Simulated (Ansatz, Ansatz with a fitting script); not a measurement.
# BN (Qingsongite): converging an RPA energy

Wanted: convergence and cost of the RPA correlation energy of BN (Qingsongite).

Calculated with Ansatz 0.2.0; EXX+RPA on LDA, plane waves, norm-conserving pseudopotentials.

## Step 1: The starting structure

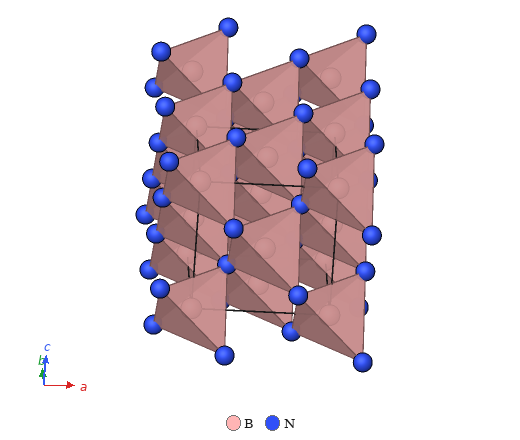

Start, viewed slightly off an axis; boron pink, nitrogen blue. 1×2×1 cells are drawn. This picture shows the conventional cell, with its axes. Some periodic images of atoms are drawn too.

The cell and positions come from the Crystallography Open Database and are kept as given unless a step says otherwise.

## Step 2: Base settings, 5×5×5 mesh, cutoffs to 160 eV, 54 empty bands

The RPA correlation energy is summed at several response cutoffs, since it converges slowly from above.

Contents of input.yaml:

```yaml
crystal:
  lattice:
    - [0.0, 1.8075, 1.8075]
    - [1.8075, 0.0, 1.8075]
    - [1.8075, 1.8075, 0.0]
  atoms:
    - { symbol: B, position: [0.0, 0.0, 0.0] }
    - { symbol: "N", position: [0.75, 0.75, 0.75] }
kpoints:
  mp_grid: { grid: [5, 5, 5] }
hamiltonian:
  xc: lda
  pseudopotentials: { kind: nc, xc_functional: pbe }
scf:
  occupations: { method: fixed }
  convergence: { dr2_threshold: 1.0e-09 }
output:
  rpa_energy:
    ecut_chi_ladder: [96, 112, 128, 144, 160]
    long_wavelength: optical_limit
    n_empty_bands: 54
basis:
  ecutwfc: 1240.0
  xc_grid: 3
```

Launch:

```bash
$ ansatz run input.yaml --threads 8 --pin off --max-ram 18432MiB --backend cpu --events-out ev --progress --plain --runs-dir out
```

Output:

```text
Engine: ansatz 0.2.0, aarch64-unknown-linux-gnu
Pseudopotentials: kind: nc
Pseudopotential: B, nc, valence charge 3, recommended cutoff 1116 eV (normal), B.nc.azcp
Pseudopotential: N, nc, valence charge 5, recommended cutoff 1240 eV (normal), N.nc.azcp
Functional definition: SPW92
  exchange = slater_x
  correlation = pw_c
Crystal: 2 atoms, lattice volume = 11.810 Å³
Basis set: ecut = 1240 eV, 1211 PW (Γ), exchange–correlation on 90×90×90 points (27 copies of the dense FFT grid, shifted against one another)
Bands: 8, of which v1, the nominal top of the filled ones, is band 4 counted from 1 (3 counted from 0)
Symmetry: 24 space group operations
Space group: F-43m (ITA 216), of the structure as read, at distance tolerance 2.3e-5 Å
k-points: 10 of 125 (time reversal used)
Non-local potential: B, projectors of the file, l = 0: 2, l = 1: 2
Non-local potential: N, projectors of the file, l = 0: 2, l = 1: 2
Initial density: superposition of atomic densities (chi_scale 0.1, normalization cell, long waves kept (reshape's long-wave potential 0.00 eV rms))
Initial wavefunctions: pseudopotential atomic-orbital guess
Functional: x = slater, c = lda
SCF iter   1: F=—  HF=-377.375588 eV  |F-HF|=—  |Δ(HF+E_count)|=         —  Δρ=1.46e-1  dr2=1.99e0  ethr=3.10e-3  ⟨swp⟩=5.6  Hψ=568  notcnv=0  defer=12
preconditioner: auto → none  [insulator: Δε(μ)=6.092 eV  Ē_g=20.352 eV  n_scr=0 (ndim 8)  ℏωp=30.6 eV  f_vac=0.000  ε∞_Penn≈3.3]
SCF iter   2: F=—  HF=-376.735920 eV  |F-HF|=—  |Δ(HF+E_count)|=   6.40e-1  Δρ=6.03e-2  dr2=2.37e-1  ethr=3.10e-3  ⟨swp⟩=2.3  Hψ=231  notcnv=0  defer=11
SCF iter   3: F=—  HF=-376.666816 eV  |F-HF|=—  |Δ(HF+E_count)|=   6.91e-2  Δρ=2.10e-2  dr2=3.20e-2  ethr=2.97e-3  ⟨swp⟩=3.0  Hψ=139  notcnv=0  defer=14
SCF iter   4: F=—  HF=-376.657132 eV  |F-HF|=—  |Δ(HF+E_count)|=   9.68e-3  Δρ=2.74e-3  dr2=3.05e-4  ethr=4.00e-4  ⟨swp⟩=3.7  Hψ=151  notcnv=0  defer=16
SCF iter   5: F=—  HF=-376.657090 eV  |F-HF|=—  |Δ(HF+E_count)|=   4.21e-5  Δρ=1.30e-4  dr2=7.49e-7  ethr=3.82e-6  ⟨swp⟩=2.0  Hψ=103  notcnv=0  defer=17
SCF iter   6: F=—  HF=-376.657090 eV  |F-HF|=—  |Δ(HF+E_count)|=   7.75e-7  Δρ=3.44e-5  dr2=2.80e-8  ethr=9.36e-9  ⟨swp⟩=2.4  Hψ=119  notcnv=0  defer=13
SCF iter   7: F=—  HF=-376.657090 eV  |F-HF|=—  |Δ(HF+E_count)|=   3.91e-9  Δρ=1.39e-5  dr2=6.68e-9  ethr=3.50e-10  ⟨swp⟩=2.5  Hψ=113  notcnv=0  defer=13
SCF iter   8: F=-376.657090 eV  HF=-376.657090 eV  |F-HF|=2.41e-10  |Δ(HF+E_count)|=   2.04e-9  Δρ=4.01e-6  dr2=5.58e-10  ethr=1.25e-11  ⟨swp⟩=4.1  Hψ=355  notcnv=0
SCF 1 converged in 8 iterations: F = -376.657090 eV  dr2 = 5.58e-10
NSCF: frozen V_eff on 10 k-points
EXX+RPA screening: q 1/10 (q-point 5)
EXX+RPA screening: q 2/10 (q-point 6)
EXX+RPA screening: q 3/10 (q-point 10)
EXX+RPA screening: q 4/10 (q-point 7)
EXX+RPA screening: q 5/10 (q-point 9)
EXX+RPA screening: q 6/10 (q-point 2)
EXX+RPA screening: q 7/10 (q-point 3)
EXX+RPA screening: q 8/10 (q-point 4)
EXX+RPA screening: q 9/10 (q-point 8)
EXX+RPA screening: q 10/10 (q-point 1)
NSCF: frozen V_eff on 1 k-points
NSCF: frozen V_eff on 1 k-points
[...]
SCF converged after 8 iterations
Free energy (F): -376.657090 eV
Harris-Foulkes:  -376.657090 eV  (|F-HF|=2.41e-10)
Internal energy: -376.657090 eV  (E = F + TS)
E sigma→0 (E₀):  -376.657090 eV
Fermi energy:    11.092140 eV
--- Per-component energies (eV) ---
  E_band       = 25.253900
  E_kinetic    = 261.741479
  E_local      = -182.180848  (includes V_loc(G=0)·N_el)
  E_nonlocal   = -14.494663
  E_hartree    = 48.599699
  E_xc         = -131.938108
  E_vxc        = -137.011383  (∫ρ·V_xc dr)
  E_ewald      = -358.384650
  E_smearing   = -0.000000  (= −TS)
  E_closure    = 0.000000  (closes the sum)
  Σ components = -376.657090   (vs F -376.657090, Δ=0.00e0)
--- Band table (eV; the first three rows and the last of 10) ---
  k-point 0: bands = ["-9.2581", "11.0921", "11.0921", "11.0921", "19.8672", "19.8672", "19.8672", "21.2310"]
  k-point 1: bands = ["-8.2925", "7.0526", "10.2614", "10.2614", "20.4323", "21.0484", "21.0484", "23.7766"]
  k-point 2: bands = ["-5.7876", "1.4843", "9.2825", "9.2825", "21.0029", "21.7233", "21.7233", "25.9110"]
  k-point 9: bands = ["-4.0017", "2.9092", "4.6410", "6.1317", "19.9906", "23.2092", "24.6729", "27.9059"]
--- EXX+RPA: 5×5×5 mesh (10 irreducible q, 455/1250 k–q pairs), 58 bands' worth read of 63 solved (the sum completed by the states above those read; Γ's head and wings end at those read), 4 occupied, 11 to 12 frequency nodes, the response taken to reach 723.4 eV, pair-density box ratio 4, q→0 included in E_x (Coulomb truncated on the Wigner–Seitz cell) and E_c (k·p head, wings) ---
  smallest occupied→empty transition 4.702e0 eV, smallest direct gap 8.775e0 eV
  indirect gap at most 4.702e0 eV, over 10 k-points of the mesh
  bands read: the sum over 58 bands ends inside a degenerate multiplet in 1 slot, whose members it reads at an even weight; the widest, k=3: bands 58 to 59 (counted from 1) at 1/2 each
  E_x                     =       -91.922766 eV
  E_xc[n_v+n_c], E_xc[n_v] =      -131.938108, -100.526022 eV (parent functional, the pass's orbitals; any nonlocal part keeps n_c)
  E_c ladder  E_cut^χ (eV)   ⟨N_G⟩      E_cut^sphere (eV)      E_c (eV)
                   96.00       25.1             95.79        -10.342388
                  112.00       31.5            111.43        -10.945092
                  128.00       39.3            128.95        -11.460485
                  144.00       46.5            144.40        -11.814922
                  160.00       54.8            161.11        -12.128134
  E_c(E_cut→∞)            =       -13.596077 ± 0.064680 eV  (E_cut^-3/2 fit over 5 rungs)
  S(q), 6 of 9 wave vectors   |q| (1/Å)       S_0(q)   S_0 (bands read)   S_RPA(q)   (top rung; structure_factors; the frequency nodes sum S_0 to within 1.3e-8)
    ( 0.0000,  0.0000,  0.2000)    0.60209     0.069128           0.068888   0.035491
    ( 0.0000,  0.2000,  0.2000)    0.69523     0.091036           0.090715   0.047160
    ( 0.0000,  0.2000, -0.2000)    0.98321     0.161779           0.161112   0.090588
    ( 0.0000,  0.2000,  0.4000)    1.15292     0.208730           0.207793   0.121551
    ( 0.0000,  0.0000,  0.4000)    1.20418     0.217411           0.216376   0.129832
    ( 0.0000,  0.4000,  0.4000)    1.39047     0.277980           0.276572   0.170299
  core–valence xc dropped  : E_EXX =      -336.641748 eV   E_EXX+RPA =      -350.237825 eV
  core–valence xc semilocal: E_EXX =      -368.053834 eV   E_EXX+RPA =      -381.649911 eV
```

Run time: 2 s. Hardware: 8 threads of Arm Neoverse V2, shared host; peak memory 0.36 GiB.

Numbers from this step:

- exact exchange energy: -91.9228 eV
- RPA correlation energy: -13.60 eV

Extrapolated from these cutoffs, the correlation energy is -6.80 eV per atom (fit error 0.03); such a limit moves with the range of cutoffs.

RPA ladder, by row:

| response cutoff (eV) | mean plane waves | sphere-equivalent cutoff (eV) | correlation energy (eV) |
| --- | --- | --- | --- |
| 96 | 25.14 | 95.79 | -10.34 |
| 112 | 31.54 | 111.4 | -10.95 |
| 128 | 39.27 | 129 | -11.46 |
| 144 | 46.54 | 144.4 | -11.81 |
| 160 | 54.84 | 161.1 | -12.13 |

## Step 3: Base settings, 5×5×5 mesh, cutoffs to 160 eV, 56 empty bands, volume +5 %

The cell differs from the one that the last finished run ended in (a 2.556 → 2.598 Å, b 2.556 → 2.598 Å, c 2.556 → 2.598 Å).

input.yaml, the sections that differ from step 2:

```yaml
crystal:
  lattice:
    - [0.0, 1.8371364149, 1.8371364149]
    - [1.8371364149, 0.0, 1.8371364149]
    - [1.8371364149, 1.8371364149, 0.0]
  atoms:
    - { symbol: B, position: [0.0, 0.0, 0.0] }
    - { symbol: "N", position: [0.75, 0.75, 0.75] }
output:
  rpa_energy:
    ecut_chi_ladder: [96, 112, 128, 144, 160]
    long_wavelength: optical_limit
    n_empty_bands: 56
# kpoints, hamiltonian, scf, basis: as in step 2
```

Output:

```text
[...]
Crystal: 2 atoms, lattice volume = 12.401 Å³
Basis set: ecut = 1240 eV, 1243 PW (Γ), exchange–correlation on 90×90×90 points (27 copies of the dense FFT grid, shifted against one another)
Bands: 8, of which v1, the nominal top of the filled ones, is band 4 counted from 1 (3 counted from 0)
Symmetry: 24 space group operations
[...]
k-points: 10 of 125 (time reversal used)
[...]
( 0.0000,  0.2000, -0.2000)    0.96735     0.161103           0.160456   0.089777
    ( 0.0000,  0.2000,  0.4000)    1.13432     0.207870           0.206963   0.120451
    ( 0.0000,  0.0000,  0.4000)    1.18476     0.216433           0.215430   0.128656
    ( 0.0000,  0.4000,  0.4000)    1.36804     0.276873           0.275516   0.168808
  core–valence xc dropped  : E_EXX =      -336.641164 eV   E_EXX+RPA =      -350.285106 eV
  core–valence xc semilocal: E_EXX =      -367.976444 eV   E_EXX+RPA =      -381.620387 eV
[key lines of the parts left out:]
SCF converged after 8 iterations
Free energy (F): -376.610355 eV
Fermi energy:    10.322700 eV
```

The job ended after 2.2 s (8 threads; peak memory 0.37 GiB; 12 s of CPU time).

This step gave:

| Property | Result |
| --- | --- |
| exact exchange energy | -90.9275 eV |
| RPA correlation energy | -13.64 eV |

Extrapolated from these cutoffs, the correlation energy is -6.82 eV per atom (fit error 0.03); such a limit moves with the range of cutoffs.

RPA ladder, by row:

| response cutoff (eV) | mean plane waves | sphere-equivalent cutoff (eV) | correlation energy (eV) |
| --- | --- | --- | --- |
| 96 | 26.3 | 95.54 | -10.42 |
| 112 | 34.23 | 113.9 | -11.11 |
| 128 | 40.23 | 126.9 | -11.49 |
| 144 | 48.65 | 144 | -11.88 |
| 160 | 56.95 | 159.9 | -12.18 |

## Step 4: Response cutoff, 5×5×5 mesh, cutoffs to 90 eV, 22 empty bands

input.yaml, the sections that differ from step 3:

```yaml
crystal:
  lattice:
    - [0.0, 1.8075, 1.8075]
    - [1.8075, 0.0, 1.8075]
    - [1.8075, 1.8075, 0.0]
  atoms:
    - { symbol: B, position: [0.0, 0.0, 0.0] }
    - { symbol: "N", position: [0.75, 0.75, 0.75] }
output:
  rpa_energy:
    ecut_chi_ladder: [54, 63, 72, 81, 90]
    long_wavelength: optical_limit
    n_empty_bands: 22
# kpoints, hamiltonian, scf, basis: as in step 3
```

Output:

```text
[...]
Crystal: 2 atoms, lattice volume = 11.810 Å³
Basis set: ecut = 1240 eV, 1211 PW (Γ), exchange–correlation on 90×90×90 points (27 copies of the dense FFT grid, shifted against one another)
Bands: 8, of which v1, the nominal top of the filled ones, is band 4 counted from 1 (3 counted from 0)
Symmetry: 24 space group operations
[...]
k-points: 10 of 125 (time reversal used)
[...]
( 0.0000,  0.2000, -0.2000)    0.98321     0.161779           0.159051   0.090857
    ( 0.0000,  0.2000,  0.4000)    1.15292     0.208730           0.204861   0.121855
    ( 0.0000,  0.0000,  0.4000)    1.20418     0.217411           0.213253   0.130010
    ( 0.0000,  0.4000,  0.4000)    1.39047     0.277980           0.271941   0.170642
  core–valence xc dropped  : E_EXX =      -336.641748 eV   E_EXX+RPA =      -348.720436 eV
  core–valence xc semilocal: E_EXX =      -368.053834 eV   E_EXX+RPA =      -380.132522 eV
[key lines of the parts left out:]
SCF converged after 8 iterations
Free energy (F): -376.657090 eV
Fermi energy:    11.092140 eV
```

Run time: 1.4 s. Hardware: 8 threads; peak memory 0.26 GiB.

This step gave:

```
exact exchange energy  : -91.9228 eV
RPA correlation energy : -12.08 eV
```

Extrapolated from these cutoffs, the correlation energy is -6.04 eV per atom (fit error 0.08); such a limit moves with the range of cutoffs.

## Step 5: Response cutoff, 5×5×5 mesh, cutoffs to 90 eV, 24 empty bands, volume +5 %

input.yaml, the sections that differ from step 4:

```yaml
crystal:
  lattice:
    - [0.0, 1.8371364149, 1.8371364149]
    - [1.8371364149, 0.0, 1.8371364149]
    - [1.8371364149, 1.8371364149, 0.0]
  atoms:
    - { symbol: B, position: [0.0, 0.0, 0.0] }
    - { symbol: "N", position: [0.75, 0.75, 0.75] }
output:
  rpa_energy:
    ecut_chi_ladder: [54, 63, 72, 81, 90]
    long_wavelength: optical_limit
    n_empty_bands: 24
# kpoints, hamiltonian, scf, basis: as in step 4
```

Output:

```text
[...]
Crystal: 2 atoms, lattice volume = 12.401 Å³
Basis set: ecut = 1240 eV, 1243 PW (Γ), exchange–correlation on 90×90×90 points (27 copies of the dense FFT grid, shifted against one another)
Bands: 8, of which v1, the nominal top of the filled ones, is band 4 counted from 1 (3 counted from 0)
Symmetry: 24 space group operations
[...]
k-points: 10 of 125 (time reversal used)
[...]
( 0.0000,  0.2000, -0.2000)    0.96735     0.161103           0.158646   0.090058
    ( 0.0000,  0.2000,  0.4000)    1.13432     0.207870           0.204401   0.120719
    ( 0.0000,  0.0000,  0.4000)    1.18476     0.216433           0.212672   0.128853
    ( 0.0000,  0.4000,  0.4000)    1.36804     0.276873           0.271500   0.169092
  core–valence xc dropped  : E_EXX =      -336.641164 eV   E_EXX+RPA =      -348.810451 eV
  core–valence xc semilocal: E_EXX =      -367.976444 eV   E_EXX+RPA =      -380.145732 eV
[key lines of the parts left out:]
SCF converged after 8 iterations
Free energy (F): -376.610355 eV
Fermi energy:    10.322700 eV
```

Elapsed: 1.4 s, on 8 threads; peak memory 0.27 GiB.

This step gave:

- exact exchange energy: -90.9275 eV
- RPA correlation energy: -12.17 eV

Extrapolated from these cutoffs, the correlation energy is -6.08 eV per atom (fit error 0.09); such a limit moves with the range of cutoffs.

## Step 6: Response cutoff, 5×5×5 mesh, cutoffs to 240 eV, 99 empty bands

input.yaml, the sections that differ from step 5:

```yaml
crystal:
  lattice:
    - [0.0, 1.8075, 1.8075]
    - [1.8075, 0.0, 1.8075]
    - [1.8075, 1.8075, 0.0]
  atoms:
    - { symbol: B, position: [0.0, 0.0, 0.0] }
    - { symbol: "N", position: [0.75, 0.75, 0.75] }
output:
  rpa_energy:
    ecut_chi_ladder: [144, 168, 192, 216, 240]
    long_wavelength: optical_limit
    n_empty_bands: 99
# kpoints, hamiltonian, scf, basis: as in step 5
```

Output:

```text
[...]
Crystal: 2 atoms, lattice volume = 11.810 Å³
Basis set: ecut = 1240 eV, 1211 PW (Γ), exchange–correlation on 90×90×90 points (27 copies of the dense FFT grid, shifted against one another)
Bands: 8, of which v1, the nominal top of the filled ones, is band 4 counted from 1 (3 counted from 0)
Symmetry: 24 space group operations
[...]
k-points: 10 of 125 (time reversal used)
[...]
( 0.0000,  0.2000, -0.2000)    0.98321     0.161779           0.161534   0.090515
    ( 0.0000,  0.2000,  0.4000)    1.15292     0.208730           0.208385   0.121457
    ( 0.0000,  0.0000,  0.4000)    1.20418     0.217411           0.217029   0.129748
    ( 0.0000,  0.4000,  0.4000)    1.39047     0.277980           0.277460   0.170197
  core–valence xc dropped  : E_EXX =      -336.641748 eV   E_EXX+RPA =      -350.653589 eV
  core–valence xc semilocal: E_EXX =      -368.053834 eV   E_EXX+RPA =      -382.065675 eV
[key lines of the parts left out:]
SCF converged after 8 iterations
Free energy (F): -376.657090 eV
Fermi energy:    11.092140 eV
```

The job ended after 3.6 s (8 threads; peak memory 0.54 GiB).

This step gave:

| Quantity | Value |
| --- | --- |
| exact exchange energy | -91.9228 eV |
| RPA correlation energy | -14.01 eV |

Extrapolated from these cutoffs, the correlation energy is -7.01 eV per atom (fit error 0.01); such a limit moves with the range of cutoffs.

## Step 7: Response cutoff, 5×5×5 mesh, cutoffs to 240 eV, 104 empty bands, volume +5 %

input.yaml, the sections that differ from step 6:

```yaml
crystal:
  lattice:
    - [0.0, 1.8371364149, 1.8371364149]
    - [1.8371364149, 0.0, 1.8371364149]
    - [1.8371364149, 1.8371364149, 0.0]
  atoms:
    - { symbol: B, position: [0.0, 0.0, 0.0] }
    - { symbol: "N", position: [0.75, 0.75, 0.75] }
output:
  rpa_energy:
    ecut_chi_ladder: [144, 168, 192, 216, 240]
    long_wavelength: optical_limit
    n_empty_bands: 104
# kpoints, hamiltonian, scf, basis: as in step 6
```

Output:

```text
[...]
Crystal: 2 atoms, lattice volume = 12.401 Å³
Basis set: ecut = 1240 eV, 1243 PW (Γ), exchange–correlation on 90×90×90 points (27 copies of the dense FFT grid, shifted against one another)
Bands: 8, of which v1, the nominal top of the filled ones, is band 4 counted from 1 (3 counted from 0)
Symmetry: 24 space group operations
[...]
k-points: 10 of 125 (time reversal used)
[...]
( 0.0000,  0.2000, -0.2000)    0.96735     0.161103           0.160870   0.089701
    ( 0.0000,  0.2000,  0.4000)    1.13432     0.207870           0.207542   0.120369
    ( 0.0000,  0.0000,  0.4000)    1.18476     0.216433           0.216070   0.128577
    ( 0.0000,  0.4000,  0.4000)    1.36804     0.276873           0.276379   0.168705
  core–valence xc dropped  : E_EXX =      -336.641164 eV   E_EXX+RPA =      -350.689708 eV
  core–valence xc semilocal: E_EXX =      -367.976444 eV   E_EXX+RPA =      -382.024988 eV
[key lines of the parts left out:]
SCF converged after 8 iterations
Free energy (F): -376.610355 eV
Fermi energy:    10.322700 eV
```

The job ended after 4 s (8 threads; peak memory 0.57 GiB; 23 s of CPU time).

Numbers from this step:

```
exact exchange energy  : -90.9275 eV
RPA correlation energy : -14.05 eV
```

Extrapolated from these cutoffs, the correlation energy is -7.02 eV per atom (fit error 0.01); such a limit moves with the range of cutoffs.

## Step 8: Bands, 5×5×5 mesh, cutoffs to 160 eV, 12 empty bands

input.yaml, the sections that differ from step 7:

```yaml
crystal:
  lattice:
    - [0.0, 1.8075, 1.8075]
    - [1.8075, 0.0, 1.8075]
    - [1.8075, 1.8075, 0.0]
  atoms:
    - { symbol: B, position: [0.0, 0.0, 0.0] }
    - { symbol: "N", position: [0.75, 0.75, 0.75] }
output:
  rpa_energy:
    ecut_chi_ladder: [96, 112, 128, 144, 160]
    long_wavelength: optical_limit
    n_empty_bands: 12
# kpoints, hamiltonian, scf, basis: as in step 7
```

Output:

```text
[...]
Crystal: 2 atoms, lattice volume = 11.810 Å³
Basis set: ecut = 1240 eV, 1211 PW (Γ), exchange–correlation on 90×90×90 points (27 copies of the dense FFT grid, shifted against one another)
Bands: 8, of which v1, the nominal top of the filled ones, is band 4 counted from 1 (3 counted from 0)
Symmetry: 24 space group operations
[...]
k-points: 10 of 125 (time reversal used)
[...]
( 0.0000,  0.2000, -0.2000)    0.98321     0.161779           0.154549   0.090541
    ( 0.0000,  0.2000,  0.4000)    1.15292     0.208730           0.197782   0.121486
    ( 0.0000,  0.0000,  0.4000)    1.20418     0.217411           0.205052   0.129765
    ( 0.0000,  0.4000,  0.4000)    1.39047     0.277980           0.259166   0.170190
  core–valence xc dropped  : E_EXX =      -336.641748 eV   E_EXX+RPA =      -350.309645 eV
  core–valence xc semilocal: E_EXX =      -368.053834 eV   E_EXX+RPA =      -381.721731 eV
[key lines of the parts left out:]
SCF converged after 8 iterations
Free energy (F): -376.657090 eV
Fermi energy:    11.092140 eV
```

Run time: 1.5 s. Hardware: 8 threads; peak memory 0.29 GiB; 7.5 s of CPU time.

Numbers from this step:

```yaml
exact_exchange_energy: -91.9228 eV
rpa_correlation_energy: -13.67 eV
```

Extrapolated from these cutoffs, the correlation energy is -6.83 eV per atom (fit error 0.03); such a limit moves with the range of cutoffs.

[end of part 1 of 4]

[Paths, hosts, dates, memory and timing lines, banners, echoed tables and standing remarks are left out of the program output.]

[Logs are printed without paths, hosts, clocks, repeated set-up lines and the standing remarks that a program may print on its own settings, such as how far it seeks lower states.]

[Runs of the session that timed out or met a known fault of the program may be left out.]

[Hosts, paths, dates, database ids (printed as entryN), source tags and the programs' standing remarks are cut or masked in the printed files.]
